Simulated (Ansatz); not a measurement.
# From Ti to Pb

System: Ti (P6₃/mmc, 2 atoms in the cell).
Method of run A: DFT PBEsol, scalar-relativistic, plane waves, PAW, no spin polarisation (Ansatz 0.2.0).
System of run B: Pb (2 atoms in the cell).

On run A: The structure was made by swapping elements on the sites of another compound; it need not be a known phase. On run B: The structure derives from a Materials Project entry. Text and figures count atoms from 1; the logs count them from 0 in places.

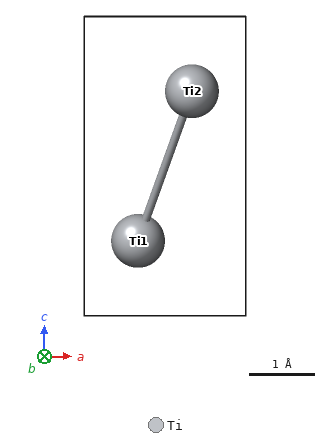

The structure as given in the input (ball-and-stick view of the cell of the calculation, along the b axis; atoms are numbered from 1 in the order of the input). Near neighbours in the crystal (not all of them lie inside the picture): Ti has 12 Ti at 2.85 to 2.89 Å.

**Input, run A**
```yaml
crystal:
  lattice:
    - [2.88781387, 0.0, 0.0]
    - [-1.443906935, 2.5009201728, 0.0]
    - [0.0, 0.0, 4.6279995474]
  atoms:
    - { symbol: Ti, position: [0.3333333333, 0.6666666667, 0.25] }
    - { symbol: Ti, position: [0.6666666667, 0.3333333333, 0.75] }
basis:
  ecutwfc: 420
kpoints:
  mp_grid: { grid: [18, 18, 10] }
hamiltonian:
  xc: pbesol
scf:
  occupations: { method: gaussian, width: 0.1 }
output:
  forces: true
  stress: true
  eigenvalues: true
  write_density: true
  write_potential: true
  elf: true
  volumetric_format: npy
relax:
  adjacent_minimum: "off"
  f_tol: 0.01
  max_steps: 60
  cell: { stress_tol: 0.1 }
```

Launched with:
```bash
ansatz run input.yaml --threads 1 --pin off --max-ram 2560MiB --backend cpu --events-out ev --progress --plain --runs-dir out
```

Hardware: 1 thread of AMD EPYC (Zen 4), 64 GiB of memory available, shared host.

**Output, shortened to warnings, some set-up lines, iterations and results (run A)**
```
Basis set: ecut = 420 eV, 639 PW (Γ), exchange–correlation on 40×40×64 points (8 copies of the dense FFT grid, shifted against one another)
Symmetry: 24 space group operations
k-points: 222 of 3240
Initial density: superposition of atomic densities (neutral atoms: chi_scale 0, normalization atom), corrected by the library's trained network
[...]
SCF iter   1: F=—  HF=-4947.802809 eV  |F-HF|=—  |Δ(HF+E_count)|=         —  Δρ=8.19e-3  dr2=1.68e-2  ethr=1.77e-3  ⟨swp⟩=3.6  Hψ=14305  notcnv=0
SCF iter   2: F=—  HF=-4947.797867 eV  |F-HF|=—  |Δ(HF+E_count)|=   4.94e-3  Δρ=3.66e-3  dr2=3.44e-3  ethr=6.99e-5  ⟨swp⟩=2.2  Hψ=6341  notcnv=0  defer=9
SCF iter   3: F=—  HF=-4947.796905 eV  |F-HF|=—  |Δ(HF+E_count)|=   9.61e-4  Δρ=3.46e-4  dr2=1.19e-5  ethr=1.43e-5  ⟨swp⟩=3.0  Hψ=6360  notcnv=0  defer=9
SCF iter   4: F=—  HF=-4947.796890 eV  |F-HF|=—  |Δ(HF+E_count)|=   1.57e-5  Δρ=3.86e-5  dr2=1.58e-7  ethr=4.94e-8  ⟨swp⟩=2.1  Hψ=5867  notcnv=0  defer=9
SCF iter   5: F=-4947.796890 eV  HF=-4947.796890 eV  |F-HF|=8.05e-9  |Δ(HF+E_count)|=   2.50e-7  Δρ=7.18e-6  dr2=9.92e-9  ethr=6.56e-10  ⟨swp⟩=2.9  Hψ=6211  notcnv=0  defer=9
[... 23 lines ...]
SCF iter   5: F=-4947.798236 eV  HF=-4947.798236 eV  |F-HF|=9.09e-13  |Δ(HF+E_count)|=  9.09e-13  Δρ=5.67e-8  dr2=4.71e-13  ethr=1.00e-12  ⟨swp⟩=1.0  Hψ=3552  notcnv=0
SCF iter   6: F=-4947.798236 eV  HF=-4947.798236 eV  |F-HF|=1.82e-12  |Δ(HF+E_count)|=    0.00e0  Δρ=9.38e-9  dr2=8.45e-15  ethr=1.00e-12  ⟨swp⟩=1.0  Hψ=3552  notcnv=0
SCF iter   7: F=-4947.798236 eV  HF=-4947.798236 eV  |F-HF|=0.00e0  |Δ(HF+E_count)|=  1.82e-12  Δρ=2.03e-9  dr2=4.10e-16  ethr=1.00e-12  ⟨swp⟩=2.0  Hψ=8955  notcnv=0
SCF 4 converged in 7 iterations: F = -4947.798236 eV  dr2 = 4.10e-16
relax step   4: F+E_penalty+E_count = -4947.79823586 eV  Δ(F+E_penalty+E_count) = -3.747e-7 eV  max|allowed force component| = 1.295e-16 eV/Å  Δτ_max = 0.0000 Å  P = +0.087 …
basis re-selected at this cell: Δ(F+E_penalty+E_count) = -3.747e-7 eV, ΔP = +0.001 GPa vs the last step (what re-selecting the basis moved, of the pressure what is left beyond the Pulay correction that the steps carried, after the strain that the cell walked since its last selection, with what the …
SCF converged after 7 iterations
Free energy (F): -4947.798236 eV
Harris-Foulkes:  -4947.798236 eV  (|F-HF|=0.00e0)
Internal energy: -4947.789121 eV  (E = F + TS)
E sigma→0 (E₀):  -4947.793678 eV
Entropy (-TS):   -0.009115 eV (-4.557 meV/atom)
Fermi energy:    13.877329 eV
--- Per-component energies (eV) ---
  E_band       = -299.872205
  E_kinetic    = 546.145524
  E_local      = -1584.057454  (includes V_loc(G=0)·N_el)
  E_nonlocal   = 18.769201
  E_hartree    = 652.089528
  E_xc         = -193.894857
  E_vxc        = -243.667213  (∫ρ·V_xc dr)
  E_paw        = -2045.115362  (= ΣΔE_a)
  E_vpaw       = -341.241530  (= ΣTr[D̂ρ^β])
  E_aug_tail   = 0.000211  (compensation charges beyond the density's cutoff)
  E_ewald      = -2342.004680
  E_core_change = 0.278769  (= ΣΔE_core)
  E_smearing   = -0.009115  (= −TS)
  E_closure    = 0.000000  (closes the sum)
  Σ components = -4947.798236   (vs F -4947.798236, Δ=0.00e0)
--- Forces (eV/Å), atoms counted from 1 ---
  atom   1  Ti    -0.00000000    -0.00000000     0.00000000
  atom   2  Ti     0.00000000     0.00000000     0.00000000
  max |Σ_I F_I| component: 3.70e-17 eV/Å
--- Stress (GPa, compression-positive) ---
        0.080919      -0.000000       0.000000
        0.000000       0.080919       0.000000
        0.000000       0.000000       0.098563
  P = ⅓ Tr σ = 0.0868 GPa (0.868 kbar)
--- Relaxed structure (3 steps of the walk, 3 accepted, 1 SCFs on fresh bases) ---
  F+E_penalty+E_count = -4947.79823586 eV   max|allowed force component| = 1.295e-16 eV/Å   (the final SCF, on the basis selected at the relaxed cell)
  cell:  # Å, volume = 33.4259 Å³
    - [2.9001675461362795, 0.0, 0.0]
    - [-1.4500837730681397, 2.511618770185196, 0.0]
    - [0.0, 0.0, 4.588874033740271]
  atoms:
    - { symbol: Ti, position: [0.33333333333333337, 0.6666666666666667, 0.25] }
    - { symbol: Ti, position: [0.6666666666666667, 0.33333333333333337, 0.75] }
```

For run B the input was changed thus:
```diff
-    - [2.88781387, 0.0, 0.0]
-    - [-1.443906935, 2.5009201728, 0.0]
-    - [0.0, 0.0, 4.6279995474]
+    - [3.4715901269, 0.0, 0.0]
+    - [-1.7357950634, 3.0064852414, 0.0]
+    - [0.0, 0.0, 5.99738957]
-    - { symbol: Ti, position: [0.3333333333, 0.6666666667, 0.25] }
-    - { symbol: Ti, position: [0.6666666667, 0.3333333333, 0.75] }
+    - { symbol: Pb, position: [0.33333333, 0.66666667, 0.25] }
+    - { symbol: Pb, position: [0.66666667, 0.33333333, 0.75] }
-  mp_grid: { grid: [18, 18, 10] }
+  mp_grid: { grid: [15, 15, 8] }
-  f_tol: 0.01
-  max_steps: 60
-  cell: { stress_tol: 0.1 }
+  f_tol: 0.005
+  max_steps: 80
+  cell: { stress_tol: 0.05 }
```

How does run B compare with run A?

The total energies belong to different systems, so their difference says nothing on which is more stable or more accurate. The volume per atom goes from 16.71 to 29.91 Å³. The SCF takes 24 iterations over all geometry steps against 25. The irreducible k-points go from 222 to 135. On the same kind of shared host run B took about 1.6 times as long.

**Output, shortened to warnings, some set-up lines, iterations and results (run B)**
```
Basis set: ecut = 420 eV, 1215 PW (Γ), exchange–correlation on 48×48×90 points (8 copies of the dense FFT grid, shifted against one another)
Symmetry: 24 space group operations
k-points: 135 of 1800
Initial density: superposition of atomic densities (neutral atoms: chi_scale 0, normalization atom), corrected by the library's trained network
[...]
SCF iter   1: F=—  HF=-23509.843881 eV  |F-HF|=—  |Δ(HF+E_count)|=         —  Δρ=1.79e-3  dr2=1.69e-3  ethr=1.77e-3  ⟨swp⟩=6.0  Hψ=11175  notcnv=0
SCF iter   2: F=—  HF=-23509.841672 eV  |F-HF|=—  |Δ(HF+E_count)|=   2.21e-3  Δρ=1.10e-3  dr2=7.18e-4  ethr=6.05e-6  ⟨swp⟩=2.9  Hψ=5760  notcnv=0
SCF iter   3: F=—  HF=-23509.841434 eV  |F-HF|=—  |Δ(HF+E_count)|=   2.38e-4  Δρ=4.53e-4  dr2=7.52e-5  ethr=2.56e-6  ⟨swp⟩=2.0  Hψ=4282  notcnv=0
SCF iter   4: F=—  HF=-23509.841407 eV  |F-HF|=—  |Δ(HF+E_count)|=   2.77e-5  Δρ=1.32e-4  dr2=1.28e-5  ethr=2.69e-7  ⟨swp⟩=2.0  Hψ=4267  notcnv=0
SCF iter   5: F=—  HF=-23509.841404 eV  |F-HF|=—  |Δ(HF+E_count)|=   2.76e-6  Δρ=9.11e-5  dr2=5.43e-6  ethr=4.58e-8  ⟨swp⟩=1.3  Hψ=2928  notcnv=0
[... 24 lines ...]
SCF iter   3: F=—  HF=-23509.876309 eV  |F-HF|=—  |Δ(HF+E_count)|=   9.49e-8  Δρ=4.39e-6  dr2=2.62e-9  ethr=3.89e-10  ⟨swp⟩=2.3  Hψ=4341  notcnv=0
SCF iter   4: F=—  HF=-23509.876309 eV  |F-HF|=—  |Δ(HF+E_count)|=   1.76e-9  Δρ=2.24e-7  dr2=2.50e-11  ethr=9.36e-12  ⟨swp⟩=2.9  Hψ=4322  notcnv=0
SCF iter   5: F=-23509.876309 eV  HF=-23509.876309 eV  |F-HF|=0.00e0  |Δ(HF+E_count)|=  3.64e-12  Δρ=3.64e-8  dr2=7.56e-13  ethr=1.00e-12  ⟨swp⟩=6.4  Hψ=12086  notcnv=0
SCF 5 converged in 5 iterations: F = -23509.876309 eV  dr2 = 7.56e-13
relax step   5: F+E_penalty+E_count = -23509.87630911 eV  Δ(F+E_penalty+E_count) = +2.938e-4 eV  max|allowed force component| = 2.776e-17 eV/Å  Δτ_max = 0.0000 Å  P = -0.019 …
basis re-selected at this cell: Δ(F+E_penalty+E_count) = +2.938e-4 eV, ΔP = -0.003 GPa vs the last step (what re-selecting the basis moved, of the pressure what is left beyond the Pulay correction that the steps carried, after the strain that the cell walked since its last selection, with what the …
SCF converged after 5 iterations
Free energy (F): -23509.876309 eV
Harris-Foulkes:  -23509.876309 eV  (|F-HF|=0.00e0)
Internal energy: -23509.873327 eV  (E = F + TS)
E sigma→0 (E₀):  -23509.874818 eV
Entropy (-TS):   -0.002983 eV (-1.491 meV/atom)
Fermi energy:    10.937656 eV
--- Per-component energies (eV) ---
  E_band       = -71.842259
  E_kinetic    = 578.600847
  E_local      = -2015.576957  (includes V_loc(G=0)·N_el)
  E_nonlocal   = 703.297852
  E_hartree    = 799.288881
  E_xc         = -438.338636
  E_vxc        = -265.916089  (∫ρ·V_xc dr)
  E_paw        = -20511.318007  (= ΣΔE_a)
  E_vpaw       = -670.825751  (= ΣTr[D̂ρ^β])
  E_aug_tail   = 0.000092  (compensation charges beyond the density's cutoff)
  E_ewald      = -2625.951632
  E_core_change = 0.124233  (= ΣΔE_core)
  E_smearing   = -0.002983  (= −TS)
  E_closure    = 0.000000  (closes the sum)
  Σ components = -23509.876309   (vs F -23509.876309, Δ=0.00e0)
--- Forces (eV/Å), atoms counted from 1 ---
  atom   1  Pb     0.00000000    -0.00000000    -0.00000000
  atom   2  Pb    -0.00000000     0.00000000     0.00000000
  max |Σ_I F_I| component: 9.25e-18 eV/Å
--- Stress (GPa, compression-positive) ---
       -0.016519       0.000000       0.000000
        0.000000      -0.016519       0.000000
        0.000000       0.000000      -0.023383
  P = ⅓ Tr σ = -0.0188 GPa (-0.188 kbar)
--- Relaxed structure (4 steps of the walk, 4 accepted, 1 SCFs on fresh bases) ---
  F+E_penalty+E_count = -23509.87630911 eV   max|allowed force component| = 2.776e-17 eV/Å   (the final SCF, on the basis selected at the relaxed cell)
  cell:  # Å, volume = 59.8202 Å³
    - [3.4725573720526, -2.8875681765715913e-11, 0.0]
    - [-1.736278686001293, 3.00732290031092, 0.0]
    - [0.0, 0.0, 5.728201722449411]
  atoms:
[...]
```

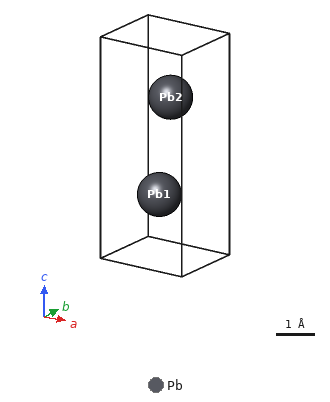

The input structure of run B (ball-and-stick view of the cell of the calculation, seen slightly off an axis; atoms are numbered from 1 in the order of the input).

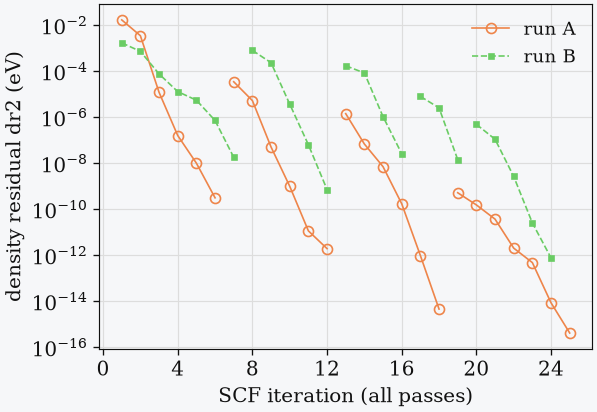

Convergence of the two runs: density residual dr2 against the SCF iteration. A break in a curve parts two SCF passes. Run A takes 25 iterations in all, and run B takes 24.

**The two runs side by side**

| quantity | run A | run B |
| --- | --- | --- |
| outcome | converged | converged |
| free energy per atom (eV) | −2473.8991 | −11754.9382 |
| energy per atom, smearing taken to zero (eV) | −2473.8968 | −11754.9374 |
| gap on the mesh (eV) | 0.00 | 0.00 |
| pressure (GPa) | 0.09 | −0.02 |
| volume per atom (Å³) | 16.71 | 29.91 |
| largest force (eV/Å) | 0.000 | 0.000 |
| SCF iterations | 25 | 24 |
| irreducible k-points | 222 | 135 |
| wall time (shared host) | 13 s | 21 s |

For run B: Spin–orbit coupling is left out, which matters for Pb.
